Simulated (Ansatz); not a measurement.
## Two runs on Ta3N4

System: Ta3N4 (7 atoms in the cell).
Method of run A: DFT PBE, scalar-relativistic, plane waves, PAW, spin-polarised (Ansatz 0.2.0).

The structure was made by a generator, so it may or may not be a known phase. Text and figures count atoms from 1; the logs count them from 0 in places.

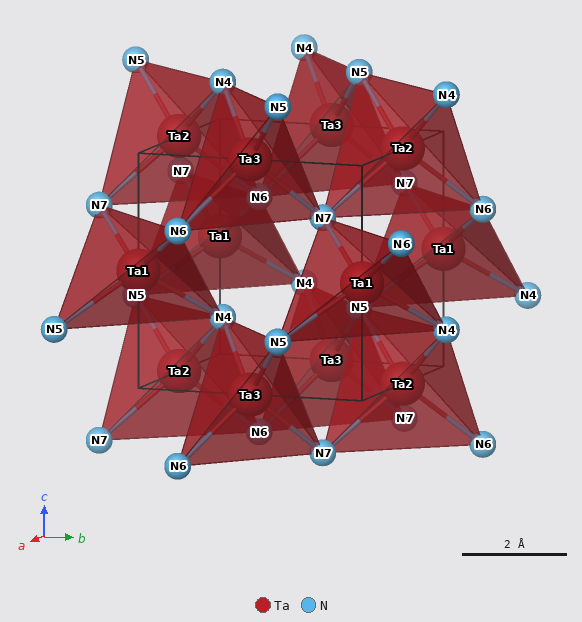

Fig. 1: The structure (polyhedral view of the cell of the calculation, seen slightly off an axis; polyhedra are completed across the faces of the cell; atoms are numbered from 1 in the order of the input).

**Input, run A**
```yaml
crystal:
  lattice:
    - [4.61143606, 0.0, 0.0]
    - [0.0, 4.61143606, 0.0]
    - [0.0, 0.0, 4.61143606]
  atoms:
    - { symbol: Ta, position: [0.0, 0.0, 0.5], spin: 1.0 }
    - { symbol: Ta, position: [0.5, 0.0, 0.0], spin: 1.0 }
    - { symbol: Ta, position: [0.0, 0.5, 0.0], spin: 1.0 }
    - { symbol: "N", position: [0.72377767, 0.27622233, 0.27622233] }
    - { symbol: "N", position: [0.27622233, 0.72377767, 0.27622233] }
    - { symbol: "N", position: [0.27622233, 0.27622233, 0.72377767] }
    - { symbol: "N", position: [0.72377767, 0.72377767, 0.72377767] }
basis:
  ecutwfc: 420
kpoints:
  mp_grid: { grid: [4, 4, 4] }
hamiltonian:
  xc: pbe
scf:
  occupations: { method: gaussian, width: 0.1 }
  lower_state_search: "off"
output:
  forces: true
  stress: true
  eigenvalues: true
  populations: true
magnetization:
  spin_polarized: true
```

Launched with:
```bash
ansatz run input.yaml --threads 1 --pin off --max-ram 2048MiB --backend cpu --events-out ev --progress --plain --runs-dir out
```

Hardware: 1 thread of Intel Xeon (Granite Rapids), 64 GiB of memory available, shared host.

**Output, shortened to warnings, some set-up lines, iterations and results (run A)**
```
WARN: the starting moments were not kept: the SCF closed with an absolute magnetisation of 4.7e-6 μB, where they sum to 3 μB in size (3 sites). That is at most 0.1 of that sum. Measured as dr2_m measures the in/out step, that magnetisation stands 1.0e-12 eV from none, at or under the dr2_threshold of 1.0e-7 eV: it is no larger than a step whose dr2_m would equal this threshold. The system may …
Basis set: ecut = 420 eV, 1935 PW (Γ), exchange–correlation on 64×64×64 points (8 copies of the dense FFT grid, shifted against one another)
Symmetry: 24 space group operations
k-points: 10 of 64 (time reversal used)
Initial density: superposition of atomic densities (chi_scale 0.1, normalization cell, long waves kept (reshape's long-wave potential 0.03 eV rms))
[...]
SCF iter   1: F=—  HF=-31336.533353 eV  |F-HF|=—  |Δ(HF+E_count)|=         —  Δρ=4.52e-2 (↑4.20e-2 ↓4.52e-2)  dr2=4.03e0  dr2_m=8.14e-1  M=0.672 μB ∫|m|=0.876 μB  β_m=0.30  …
SCF iter   2: F=—  HF=-31336.110528 eV  |F-HF|=—  |Δ(HF+E_count)|=   4.23e-1  Δρ=3.31e-2 (↑2.84e-2 ↓3.31e-2)  dr2=1.68e0  dr2_m=4.43e-1  M=0.486 μB ∫|m|=0.707 μB  β_m=0.30  …
SCF iter   3: F=—  HF=-31335.901040 eV  |F-HF|=—  |Δ(HF+E_count)|=   2.09e-1  Δρ=2.25e-2 (↑1.76e-2 ↓2.25e-2)  dr2=5.94e-1  dr2_m=2.43e-1  M=0.352 μB ∫|m|=0.561 μB  β_m=0.30  …
SCF iter   4: F=—  HF=-31335.824265 eV  |F-HF|=—  |Δ(HF+E_count)|=   7.68e-2  Δρ=1.30e-2 (↑1.30e-2 ↓1.30e-2)  dr2=4.37e-2  dr2_m=1.39e-1  M=0.216 μB ∫|m|=0.413 μB  β_m=0.30  …
SCF iter   5: F=—  HF=-31335.853909 eV  |F-HF|=—  |Δ(HF+E_count)|=   2.96e-2  Δρ=9.78e-3 (↑9.78e-3 ↓9.51e-3)  dr2=2.50e-2  dr2_m=7.65e-2  M=0.147 μB ∫|m|=0.322 μB  β_m=0.30  …
[... 6 lines ...]
SCF iter  12: F=—  HF=-31335.896382 eV  |F-HF|=—  |Δ(HF+E_count)|=   2.56e-5  Δρ=8.33e-5 (↑4.40e-5 ↓8.33e-5)  dr2=1.89e-5  dr2_m=3.86e-7  M=0.000 μB ∫|m|=0.002 μB  β_m=0.72  …
SCF iter  13: F=—  HF=-31335.896379 eV  |F-HF|=—  |Δ(HF+E_count)|=   3.11e-6  Δρ=6.54e-6 (↑6.17e-6 ↓6.54e-6)  dr2=2.53e-8  dr2_m=3.35e-8  M=-0.000 μB ∫|m|=0.000 μB  β_m=0.86  …
SCF iter  14: F=-31335.896379 eV  HF=-31335.896379 eV  |F-HF|=3.97e-10  |Δ(HF+E_count)|=   6.87e-8  Δρ=8.71e-7 (↑8.71e-7 ↓8.40e-7)  dr2=3.66e-9  dr2_m=2.30e-10  M=-0.000 μB …
SCF iter  15: F=-31335.896379 eV  HF=-31335.896379 eV  |F-HF|=2.26e-10  |Δ(HF+E_count)|=   1.22e-9  Δρ=3.54e-7 (↑3.54e-7 ↓3.28e-7)  dr2=1.07e-9  dr2_m=1.43e-11  M=0.000 μB …
SCF 1 converged in 15 iterations: F = -31335.896379 eV  dr2 = 1.07e-9
SCF converged after 15 iterations
Magnetization: 0.0000 μB (29.5000 up, 29.5000 down)
Absolute magnetization: 0.0000 μB (∫|ρ↑−ρ↓|, with the PAW one-centre terms)
Spin contamination: 0.0000 ħ² per cell (⟨S²⟩ above its minimum at these occupations)
Per-site moments (μB) at R_I (Å): [(2.0903395353810566e-7, 0.8563654948765467), (2.090339534947341e-7, 0.8563654948765465), (2.0903395351545275e-7, 0.8563654948765465), (1.348831403649804e-7, 0.8563654948765467), (1.348831403731646e-7, 0.8563654948765467), (1.348831403182664e-7, …
Free energy (F): -31335.896379 eV
Harris-Foulkes:  -31335.896379 eV  (|F-HF|=2.26e-10)
Internal energy: -31335.889008 eV  (E = F + TS)
E sigma→0 (E₀):  -31335.892694 eV
Entropy (-TS):   -0.007371 eV (-1.053 meV/atom)
Fermi energy:    12.985243 eV
--- Per-component energies (eV) ---
  E_band       = -510.374875
  E_kinetic    = 1597.802237
  E_local      = -3101.558302  (includes V_loc(G=0)·N_el)
  E_nonlocal   = 225.478714
  E_hartree    = 1044.256316
  E_xc         = -888.736147
  E_vxc        = -908.099538  (∫ρ·V_xc dr)
  E_paw        = -25696.315479  (= ΣΔE_a)
  E_vpaw       = -412.510791  (= ΣTr[D̂ρ^β])
  E_aug_tail   = 0.000809  (compensation charges beyond the density's cutoff)
  E_ewald      = -4516.817157
  E_smearing   = -0.007371  (= −TS)
  E_closure    = 0.000000  (closes the sum)
  Σ components = -31335.896379   (vs F -31335.896379, Δ=0.00e0)
--- Forces (eV/Å), atoms counted from 1 ---
  atom   1  Ta    -0.00000000     0.00000000    -0.00000000
  atom   2  Ta     0.00000000     0.00000000    -0.00000000
  atom   3  Ta    -0.00000000     0.00000000     0.00000000
  atom   4  N      1.43893249    -1.43893249    -1.43893249
  atom   5  N     -1.43893249     1.43893249    -1.43893249
  atom   6  N     -1.43893249    -1.43893249     1.43893249
  atom   7  N      1.43893249     1.43893249     1.43893249
  max |Σ_I F_I| component: 2.22e-16 eV/Å
--- Stress (GPa, compression-positive) ---
      -10.969403       0.000000      -0.000000
        0.000000     -10.969403       0.000000
       -0.000000       0.000000     -10.969403
  P = ⅓ Tr σ = -10.9694 GPa (-109.694 kbar)
--- Löwdin populations: 7 sites ---
  site symbol       q [e]    m [muB]
     0     Ta     11.9914     0.0000
     1     Ta     11.9914     0.0000
     2     Ta     11.9914     0.0000
     3      N      5.6640    -0.0000
     4      N      5.6640    -0.0000
     5      N      5.6640    -0.0000
     6      N      5.6640    -0.0000
  spilling = 0.006268 (of n_electrons = 59.000000)
```

The input of run B differs as follows (lines with − go, lines with + come):
```diff
-    - [4.61143606, 0.0, 0.0]
-    - [0.0, 4.61143606, 0.0]
-    - [0.0, 0.0, 4.61143606]
+    - [4.6853853205, 0.0, 0.0]
+    - [0.0, 4.6853853205, 0.0]
+    - [0.0, 0.0, 4.6853853205]
-    - { symbol: "N", position: [0.72377767, 0.27622233, 0.27622233] }
-    - { symbol: "N", position: [0.27622233, 0.72377767, 0.27622233] }
-    - { symbol: "N", position: [0.27622233, 0.27622233, 0.72377767] }
-    - { symbol: "N", position: [0.72377767, 0.72377767, 0.72377767] }
+    - { symbol: "N", position: [0.757139405, 0.242860595, 0.242860595] }
+    - { symbol: "N", position: [0.242860595, 0.757139405, 0.242860595] }
+    - { symbol: "N", position: [0.242860595, 0.242860595, 0.757139405] }
+    - { symbol: "N", position: [0.757139405, 0.757139405, 0.757139405] }
```

Predict how the results change.

With the same functional and potentials, run B lies 165.8 meV per atom lower. The net moment of the cell goes from 0.00 to 0.49 μB. The pressure goes from −10.97 to 0.22 GPa. The largest force goes from 2.492 to 0.004 eV/Å. The volume per atom goes from 14.01 to 14.69 Å³. The SCF takes 19 iterations against 15. The plane waves at Γ go from 1935 to 2007. On the same kind of shared host run B took about 1.5 times as long.

**Output, shortened to warnings, some set-up lines, iterations and results (run B)**
```
Basis set: ecut = 420 eV, 2007 PW (Γ), exchange–correlation on 64×64×64 points (8 copies of the dense FFT grid, shifted against one another)
Symmetry: 24 space group operations
k-points: 10 of 64 (time reversal used)
Initial density: superposition of atomic densities (chi_scale 0.1, normalization cell, long waves kept (reshape's long-wave potential 0.01 eV rms))
[...]
SCF iter   1: F=—  HF=-31338.770083 eV  |F-HF|=—  |Δ(HF+E_count)|=         —  Δρ=4.99e-2 (↑4.74e-2 ↓4.99e-2)  dr2=8.20e0  dr2_m=6.56e-1  M=1.344 μB ∫|m|=1.407 μB  β_m=0.30  …
SCF iter   2: F=—  HF=-31337.496675 eV  |F-HF|=—  |Δ(HF+E_count)|=    1.27e0  Δρ=3.26e-2 (↑2.71e-2 ↓3.26e-2)  dr2=2.45e0  dr2_m=3.38e-1  M=1.282 μB ∫|m|=1.337 μB  β_m=0.30  …
SCF iter   3: F=—  HF=-31337.117322 eV  |F-HF|=—  |Δ(HF+E_count)|=   3.79e-1  Δρ=2.23e-2 (↑1.55e-2 ↓2.23e-2)  dr2=6.67e-1  dr2_m=1.79e-1  M=1.209 μB ∫|m|=1.259 μB  β_m=0.30  …
SCF iter   4: F=—  HF=-31337.005965 eV  |F-HF|=—  |Δ(HF+E_count)|=   1.11e-1  Δρ=1.14e-2 (↑1.14e-2 ↓1.04e-2)  dr2=4.83e-2  dr2_m=1.02e-1  M=1.112 μB ∫|m|=1.158 μB  β_m=0.30  …
SCF iter   5: F=—  HF=-31337.024852 eV  |F-HF|=—  |Δ(HF+E_count)|=   1.89e-2  Δρ=8.45e-3 (↑8.45e-3 ↓7.70e-3)  dr2=2.88e-2  dr2_m=5.49e-2  M=1.072 μB ∫|m|=1.111 μB  β_m=0.30  …
[... 10 lines ...]
SCF iter  16: F=-31337.056931 eV  HF=-31337.056931 eV  |F-HF|=9.78e-9  |Δ(HF+E_count)|=   1.76e-6  Δρ=2.94e-6 (↑2.94e-6 ↓2.71e-6)  dr2=6.97e-9  dr2_m=6.73e-9  M=0.499 μB …
SCF iter  17: F=-31337.056931 eV  HF=-31337.056931 eV  |F-HF|=1.02e-10  |Δ(HF+E_count)|=   1.24e-7  Δρ=5.61e-7 (↑5.61e-7 ↓4.80e-7)  dr2=1.19e-9  dr2_m=1.38e-10  M=0.494 μB …
SCF iter  18: F=-31337.056931 eV  HF=-31337.056931 eV  |F-HF|=3.89e-10  |Δ(HF+E_count)|=   3.20e-9  Δρ=5.24e-7 (↑5.24e-7 ↓5.10e-7)  dr2=2.69e-11  dr2_m=2.44e-10  M=0.494 μB …
SCF iter  19: F=-31337.056931 eV  HF=-31337.056931 eV  |F-HF|=7.28e-12  |Δ(HF+E_count)|=   4.67e-9  Δρ=8.40e-8 (↑8.40e-8 ↓7.98e-8)  dr2=6.60e-12  dr2_m=4.90e-12  M=0.495 μB …
SCF 1 converged in 19 iterations: F = -31337.056931 eV  dr2 = 6.60e-12
SCF converged after 19 iterations
Magnetization: 0.4946 μB (29.7473 up, 29.2527 down)
Absolute magnetization: 0.4994 μB (∫|ρ↑−ρ↓|, with the PAW one-centre terms)
Spin contamination: 0.0006 ħ² per cell (⟨S²⟩ above its minimum at these occupations)
Per-site moments (μB) at R_I (Å): [(0.04692159955904837, 0.8292325779408185), (0.04692159955904829, 0.8292325779408183), (0.046921599559048316, 0.8292325779408183), (0.007181656261206383, 0.8292325779408185), (0.007181656261206382, 0.8292325779408185), (0.007181656261206318, 0.8292325779408183), …
Free energy (F): -31337.056931 eV
Harris-Foulkes:  -31337.056931 eV  (|F-HF|=7.28e-12)
Internal energy: -31337.019125 eV  (E = F + TS)
E sigma→0 (E₀):  -31337.038028 eV
Entropy (-TS):   -0.037805 eV (-5.401 meV/atom)
Fermi energy:    12.450432 eV
--- Per-component energies (eV) ---
  E_band       = -562.793470
  E_kinetic    = 1611.710872
  E_local      = -3571.603841  (includes V_loc(G=0)·N_el)
  E_nonlocal   = 227.911062
  E_hartree    = 1248.386120
  E_xc         = -891.426899
  E_vxc        = -911.587504  (∫ρ·V_xc dr)
  E_paw        = -25699.299881  (= ΣΔE_a)
  E_vpaw       = -415.997118  (= ΣTr[D̂ρ^β])
  E_aug_tail   = 0.000858  (compensation charges beyond the density's cutoff)
  E_ewald      = -4262.697416
  E_smearing   = -0.037805  (= −TS)
  E_closure    = 0.000000  (closes the sum)
  Σ components = -31337.056931   (vs F -31337.056931, Δ=0.00e0)
--- Forces (eV/Å), atoms counted from 1 ---
  atom   1  Ta    -0.00000000     0.00000000     0.00000000
  atom   2  Ta     0.00000000     0.00000000    -0.00000000
  atom   3  Ta    -0.00000000    -0.00000000     0.00000000
  atom   4  N      0.00245359    -0.00245359    -0.00245359
  atom   5  N     -0.00245359     0.00245359    -0.00245359
  atom   6  N     -0.00245359    -0.00245359     0.00245359
  atom   7  N      0.00245359     0.00245359     0.00245359
  max |Σ_I F_I| component: 6.51e-17 eV/Å
--- Stress (GPa, compression-positive) ---
        0.216485      -0.000000      -0.000000
       -0.000000       0.216485       0.000000
       -0.000000       0.000000       0.216485
  P = ⅓ Tr σ = 0.2165 GPa (2.165 kbar)
--- Löwdin populations: 7 sites ---
  site symbol       q [e]    m [muB]
     0     Ta     11.9316     0.1416
     1     Ta     11.9316     0.1416
     2     Ta     11.9316     0.1416
     3      N      5.7092     0.0106
     4      N      5.7092     0.0106
     5      N      5.7092     0.0106
     6      N      5.7092     0.0106
  spilling = 0.006244 (of n_electrons = 59.000000)
```

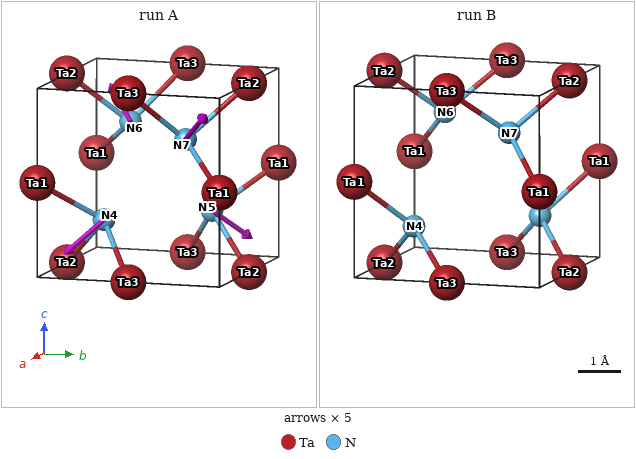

Fig. 2: The two input geometries at one scale (ball-and-stick view of the cell of the calculation, seen slightly off an axis). The pink arrows on the first give the shifts of the atoms relative to the cell, with their mean removed, magnified 5 times. The largest moves relative to the cell, 0.27 Å, are those of N4, N5, N6 and N7. Ta stays in place. (The mean shift of all atoms is removed.) The volume changes by +4.9 %, with a = b = c 4.611 → 4.685 Å (+1.6 %). Among the contacts that change: Ta1–N4 2.076 → 2.010 Å.

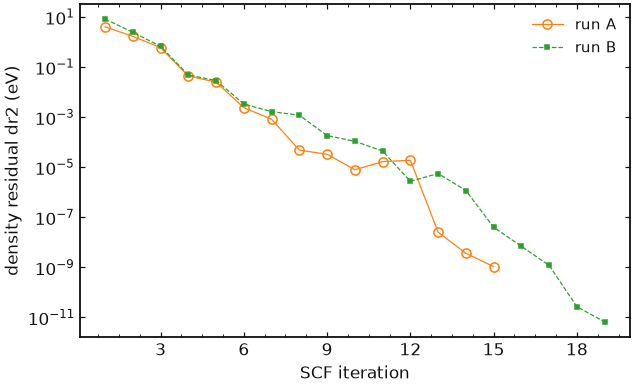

Fig. 3: Convergence of the two runs: density residual dr2 against the SCF iteration. Run A takes 15 iterations in all, and run B takes 19.

**The two runs side by side**

| quantity | run A | run B |
| --- | --- | --- |
| outcome | converged | converged |
| free energy per atom (eV) | −4476.5566 | −4476.7224 |
| energy per atom, smearing taken to zero (eV) | −4476.5561 | −4476.7197 |
| gap on the mesh (eV) | 0.00 | 0.00 |
| net moment of the cell (μB) | 0.00 | 0.49 |
| absolute moment of the cell (μB) | 0.00 | 0.50 |
| pressure (GPa) | −10.97 | 0.22 |
| volume per atom (Å³) | 14.01 | 14.69 |
| largest force (eV/Å) | 2.492 | 0.004 |
| SCF iterations | 15 | 19 |
| irreducible k-points | 10 | 10 |
| plane waves at Γ | 1935 | 2007 |
| wall time (shared host) | 5.1 s | 7.7 s |

For both runs: Spin–orbit coupling is left out, which matters for Ta. For run A: Warnings: some starting moments were not kept. The cell is under a tension of 11.0 GPa at this level, so it is not at its equilibrium volume.
